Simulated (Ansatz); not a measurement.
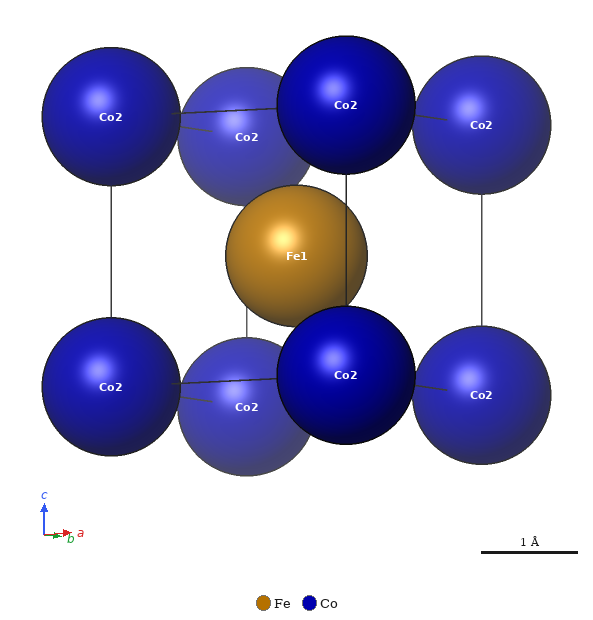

**Figure 1.** The structure (spheres-only view of the cell of the calculation, seen at an oblique angle; atoms are numbered from 1 in the order of the input).

## Phonon calculation, with input and output: FeCo (part 1 of 2)

FeCo (2 atoms in the cell), computed with DFT, PBEsol, plane waves, PAW, spin-polarised (Ansatz 0.2.0).

The structure derives from an entry of the Crystallography Open Database. Figures and captions count atoms from 1; the log counts them from 0 in places.

**Log**
```
Engine: ansatz 0.2.0, x86_64-unknown-linux-gnu
Pseudopotentials: kind: paw
Pseudopotential: Fe, paw, valence charge 16, recommended cutoff 420 eV (normal), Fe.paw.azcp
Pseudopotential: Co, paw, valence charge 17, recommended cutoff 420 eV (normal), Co.paw.azcp
Functional definition: PBEsol
  exchange = pbesol_x
  correlation = pbesol_c
Crystal: 4 atoms, lattice volume = 45.319 Å³
Basis set: ecut = 420 eV, 927 PW (Γ), exchange–correlation on 40×40×80 points (8 copies of the dense FFT grid, shifted against one another)
Bands: 44, of which v1, the nominal top of the filled ones, is band 33 counted from 1 (32 counted from 0)
Symmetry: 32 space group operations
k-points: 12 of 32
Non-local potential: Fe, projectors of the file, l = 0: 3, l = 1: 2, l = 2: 3, l = 3: 1
Non-local potential: Co, projectors of the file, l = 0: 3, l = 1: 2, l = 2: 3, l = 3: 1
PAW form: soft (Blöchl's): semilocal exchange-correlation on the pseudo side does not see the compensation charge
PAW frozen core: Fe, regenerated for the run's functional, and the local potential with it (the file was generated under x = pbe(κ = 0.804, μ = 0.2195149727645171), c = pbe(β = 0.06672455060314922))
PAW frozen core: Co, regenerated for the run's functional, and the local potential with it (the file was generated under x = pbe(κ = 0.804, μ = 0.2195149727645171), c = pbe(β = 0.06672455060314922))
PAW one-centre angular grid: Fe, 590 points (default); XC on 64 Gauss nodes
PAW one-centre angular grid: Co, 590 points (default); XC on 64 Gauss nodes
Initial density: handed on by an earlier stage of this run
Starting moments: Σ|m| = 9 μB on 4 of 4 sites; this step starts from the density that it was given
Initial wavefunctions: those handed on with the density
Functional: x = pbesol(κ = 0.804, μ = 0.12345679012345678), c = pbesol(β = 0.046)
SCF iter   1: F=—  HF=-19083.633883 eV  |F-HF|=—  |Δ(HF+E_count)|=         —  Δρ=2.46e-7 (↑1.17e-7 ↓2.46e-7)  dr2=5.27e-11  dr2_m=2.02e-12  M=9.920 μB ∫|m|=10.019 μB  β_m=0.30  ethr=1.45e-12 (applied; sched 1.00e-12)  ⟨swp⟩=2.0  Hψ=1865  notcnv=0
preconditioner: auto → none  [insulator: Δε(μ)=0.238 eV  Ē_g=7.668 eV  σ=0.050 eV  W_gap=0.72  n_scr=16 (ndim 8)  ℏωp=32.2 eV  f_vac=0.000  D(μ)=1.19/eV (n_scr^D=2)  ε∞_Penn≈18.6]
SCF iter   2: F=—  HF=-19083.633883 eV  |F-HF|=—  |Δ(HF+E_count)|=  4.00e-11  Δρ=1.22e-6 (↑2.12e-7 ↓1.22e-6)  dr2=8.21e-10  dr2_m=1.07e-10  M=9.920 μB ∫|m|=10.019 μB  β_m=0.19  ethr=1.45e-12 (applied; sched 1.00e-12)  ⟨swp⟩=2.0  Hψ=1865  notcnv=0  recentre
SCF iter   3: F=-19083.633883 eV  HF=-19083.633883 eV  |F-HF|=3.64e-12  |Δ(HF+E_count)|=  4.37e-11  Δρ=6.77e-8 (↑2.89e-8 ↓6.77e-8)  dr2=2.85e-12  dr2_m=3.68e-13  M=9.920 μB ∫|m|=10.019 μB  ethr=1.45e-12 (applied; sched 1.00e-12)  ⟨swp⟩=2.0  Hψ=1865  notcnv=0
SCF 1 converged in 3 iterations: F = -19083.633883 eV  dr2 = 2.85e-12
  Residual-converged pass: ⟨swp⟩=3.0  Hψ=1894  notcnv=0  max |occ|·‖R‖ = 1.7e-7 eV (tolerance 1.7e-7 eV)  dr2=3.18e-12  dr2_m=3.68e-13  dr2_onsite=4.12e-12  max |Δocc| = 3.0e-13
  greatest PAW one-centre occupation: 1.002 electrons in one spin orbital (limit 2), on the Fe atom at site 2 (counted from 0), in its partial waves of l = 1
Crystal: 2 atoms, lattice volume = 22.660 Å³
Basis set: ecut = 420 eV, 461 PW (Γ), exchange–correlation on 40×40×40 points (8 copies of the dense FFT grid, shifted against one another)
Bands: 23, of which v1, the nominal top of the filled ones, is band 17 counted from 1 (16 counted from 0)
Symmetry: 48 space group operations
k-points: 10 of 64
Initial density: read from a saved state, or passed on in memory by an earlier SCF of this step, an earlier step, the calling program or the single point that the run made first
Starting moments: Σ|m| = 4.5 μB on 2 of 2 sites; this step starts from the density that it was given
Initial wavefunctions: pseudopotential atomic-orbital guess
iter 1 solved again at ethr=4.35e-7 eV; its pass at ethr=1.00e-1 eV (dr2=1.43e-4 eV) is discarded
SCF iter   1: F=—  HF=-9541.816942 eV  |F-HF|=—  |Δ(HF+E_count)|=         —  Δρ=3.02e-7 (↑9.23e-8 ↓3.02e-7)  dr2=2.72e-12  dr2_m=7.40e-12  M=4.960 μB ∫|m|=5.010 μB  β_m=0.30  ethr=4.35e-7  ⟨swp⟩=2.0  Hψ=4767  notcnv=0
eigensolver tolerance schedule: the retry pair's looser diagonalisation over-reported the residual by 674064.66 of it (diagonalisation noise at an unbounded share of the residual, at the tolerance the schedule requests for it); recorded, not acted on — ethr = c·dr2/N_el stays at c = 1.0e-1
preconditioner: auto → none  [insulator: Δε(μ)=0.238 eV  Ē_g=9.239 eV  σ=0.050 eV  W_gap=0.72  n_scr=6 (ndim 8)  ℏωp=32.2 eV  f_vac=0.000  D(μ)=0.60/eV (n_scr^D=0)  ε∞_Penn≈13.1]
SCF iter   2: F=-9541.816942 eV  HF=-9541.816942 eV  |F-HF|=3.82e-11  |Δ(HF+E_count)|=   1.40e-8  Δρ=3.39e-7 (↑9.71e-8 ↓3.39e-7)  dr2=3.42e-11  dr2_m=3.24e-12  M=4.960 μB ∫|m|=5.010 μB  ethr=1.57e-12 (applied; sched 1.00e-12)  ⟨swp⟩=5.5  Hψ=1713  notcnv=0
SCF 2 converged in 2 iterations: F = -9541.816942 eV  dr2 = 3.42e-11
[... from here on the iterations of each SCF are left out, up to the last one ...]
phonons: the bands overlap, so this run is a metal and interpolates without the dipole-dipole term. If the crystal is really an insulator or semiconductor, its LO-TO splitting is missing
Symmetry: 2 space group operations
k-points: 14 of 32 (time reversal used)
preconditioner: auto → none  [insulator: Δε(μ)=0.237 eV  Ē_g=7.668 eV  σ=0.050 eV  W_gap=0.71  n_scr=16 (ndim 8)  ℏωp=32.2 eV  f_vac=0.000  D(μ)=1.19/eV (n_scr^D=2)  ε∞_Penn≈18.6]
SCF 3 converged in 16 iterations: F = -19083.633854 eV  dr2 = 1.90e-12
  Residual-converged pass: ⟨swp⟩=4.0  Hψ=3482  notcnv=0  max |occ|·‖R‖ = 9.4e-9 eV (tolerance 1.0e-8 eV)  dr2=2.14e-12  dr2_m=1.87e-13  dr2_onsite=5.82e-13  max |Δocc| = 3.3e-11
preconditioner: auto → none  [insulator: Δε(μ)=0.238 eV  Ē_g=7.668 eV  σ=0.050 eV  W_gap=0.71  n_scr=16 (ndim 8)  ℏωp=32.2 eV  f_vac=0.000  D(μ)=1.19/eV (n_scr^D=2)  ε∞_Penn≈18.6]
SCF 4 converged in 16 iterations: F = -19083.633854 eV  dr2 = 5.09e-12
  Residual-converged pass: ⟨swp⟩=3.6  Hψ=3163  notcnv=0  max |occ|·‖R‖ = 9.5e-9 eV (tolerance 1.0e-8 eV)  dr2=5.22e-12  dr2_m=8.51e-13  dr2_onsite=1.45e-12  max |Δocc| = 1.2e-10
Basis set: ecut = 420 eV, 889 PW (Γ), FFT grids on a1, a2, a2+a3, exchange–correlation on 40×54×54 points (8 copies of the dense FFT grid, shifted against one another)
preconditioner: auto → Resta (q_TF=auto, 2.905 Å⁻¹)  ε∞=18.9  [insulator: Δε(μ)=0.238 eV  Ē_g=7.605 eV  σ=0.050 eV  W_gap=0.72  n_scr=18 (ndim 8)  ℏωp=32.2 eV  f_vac=0.000  D(μ)=1.19/eV (n_scr^D=4)  ε∞_Penn≈18.9]
spin=Collinear: Resta preconditioning applied to the charge; magnetization (m = ρ↑ − ρ↓) channel mixes plain (no charge-response kernel on spin).
SCF 5 converged in 2 iterations: F = -19083.633883 eV  dr2 = 2.50e-11
  Residual-converged pass: ⟨swp⟩=2.6  Hψ=1798  notcnv=0  max |occ|·‖R‖ = 1.6e-7 eV (tolerance 1.7e-7 eV)  dr2=2.60e-11  dr2_m=3.77e-12  dr2_onsite=7.88e-12  max |Δocc| = 2.3e-13
k-points: 16 of 32 (time reversal used)
preconditioner: auto → Resta (q_TF=auto, 2.905 Å⁻¹)  ε∞=18.9  [insulator: Δε(μ)=0.237 eV  Ē_g=7.605 eV  σ=0.050 eV  W_gap=0.71  n_scr=18 (ndim 8)  ℏωp=32.2 eV  f_vac=0.000  D(μ)=1.19/eV (n_scr^D=4)  ε∞_Penn≈18.9]
spin=Collinear: Resta preconditioning applied to the charge; magnetization (m = ρ↑ − ρ↓) channel mixes plain (no charge-response kernel on spin).
SCF 6 converged in 12 iterations: F = -19083.633852 eV  dr2 = 5.79e-12
  Residual-converged pass: ⟨swp⟩=4.0  Hψ=4242  notcnv=0  max |occ|·‖R‖ = 9.6e-9 eV (tolerance 1.0e-8 eV)  dr2=5.57e-12  dr2_m=2.45e-13  dr2_onsite=1.76e-12  max |Δocc| = 1.1e-10
spin=Collinear: Resta preconditioning applied to the charge; magnetization (m = ρ↑ − ρ↓) channel mixes plain (no charge-response kernel on spin).
SCF 7 converged in 11 iterations: F = -19083.633853 eV  dr2 = 5.42e-12
  Residual-converged pass: ⟨swp⟩=4.0  Hψ=4327  notcnv=0  max |occ|·‖R‖ = 8.4e-9 eV (tolerance 1.0e-8 eV)  dr2=5.51e-12  dr2_m=4.88e-13  dr2_onsite=1.36e-12  max |Δocc| = 1.2e-10
Basis set: ecut = 420 eV, 893 PW (Γ), FFT grids on a1, a2, 2a1−a2+a3, exchange–correlation on 54×54×60 points (8 copies of the dense FFT grid, shifted against one another)
Symmetry: 96 space group operations
k-points: 6 of 32
preconditioner: auto → none  [insulator: Δε(μ)=0.238 eV  Ē_g=7.622 eV  σ=0.050 eV  W_gap=0.72  n_scr=14 (ndim 8)  ℏωp=32.2 eV  f_vac=0.000  D(μ)=1.19/eV (n_scr^D=8)  ε∞_Penn≈18.8]
SCF 8 converged in 2 iterations: F = -19083.633883 eV  dr2 = 5.33e-11
  Residual-converged pass: ⟨swp⟩=2.6  Hψ=899  notcnv=0  max |occ|·‖R‖ = 1.7e-7 eV (tolerance 1.7e-7 eV)  dr2=5.51e-11  dr2_m=5.54e-12  dr2_onsite=1.29e-11  max |Δocc| = 2.3e-13
Symmetry: 6 space group operations
k-points: 8 of 32 (time reversal used)
preconditioner: auto → none  [insulator: Δε(μ)=0.238 eV  Ē_g=7.622 eV  σ=0.050 eV  W_gap=0.71  n_scr=14 (ndim 8)  ℏωp=32.2 eV  f_vac=0.000  D(μ)=1.19/eV (n_scr^D=8)  ε∞_Penn≈18.8]
SCF 9 converged in 13 iterations: F = -19083.633854 eV  dr2 = 2.47e-12
  Residual-converged pass: ⟨swp⟩=4.0  Hψ=2156  notcnv=0  max |occ|·‖R‖ = 9.0e-9 eV (tolerance 1.0e-8 eV)  dr2=2.46e-12  dr2_m=1.36e-12  dr2_onsite=2.30e-12  max |Δocc| = 1.2e-10
Symmetry: 4 space group operations
k-points: 12 of 32 (time reversal used)
iter 1 solved again at ethr=4.49e-8 eV; its pass at ethr=1.00e-1 eV (dr2=2.97e-5 eV) is discarded
```
